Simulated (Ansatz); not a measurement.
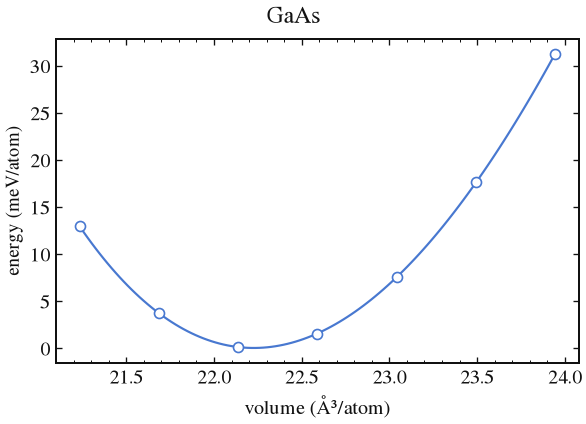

The picture above shows the energy against volume for GaAs, space group F-43m (No. 216).

The given structure:
```
CELL_PARAMETERS angstrom
0.00000 2.82685 2.82685
2.82685 0.00000 2.82685
2.82685 2.82685 0.00000
ATOMIC_POSITIONS crystal
As 0.75000 0.75000 0.75000
Ga 0.00000 0.00000 0.00000
```

How it was computed, with Ansatz 0.2.0: plane-wave DFT, no spin polarisation; energies at scaled volumes of the given cell, shape and fractions fixed, counted from the fit's minimum, third-order Birch-Murnaghan fit. Level: r2SCAN50.

| setting | value |
| --- | --- |
| k mesh | 4×4×4 |
| occupations | Fermi–Dirac |
| smearing width | 0.05 eV |
| potentials | Ansatz PAW |
| wave cutoff | 500 eV |
| density cutoff | 2000 eV |

From this curve and the settings, what does the calculation give for the pressure at the same points?

The pressure falls from 4.34 GPa at volume 21.23 Å³/atom to −5.46 GPa at 23.95 Å³/atom, and changes sign near 22.23 Å³/atom.

| volume (Å³/atom) | pressure (GPa) |
| --- | --- |
| 21.23 | 4.34 |
| 21.69 | 2.24 |
| 22.14 | 0.35 |
| 22.59 | −1.35 |
| 23.04 | −2.87 |
| 23.49 | −4.23 |
| 23.95 | −5.46 |

Limits of the calculation: coarse k mesh.
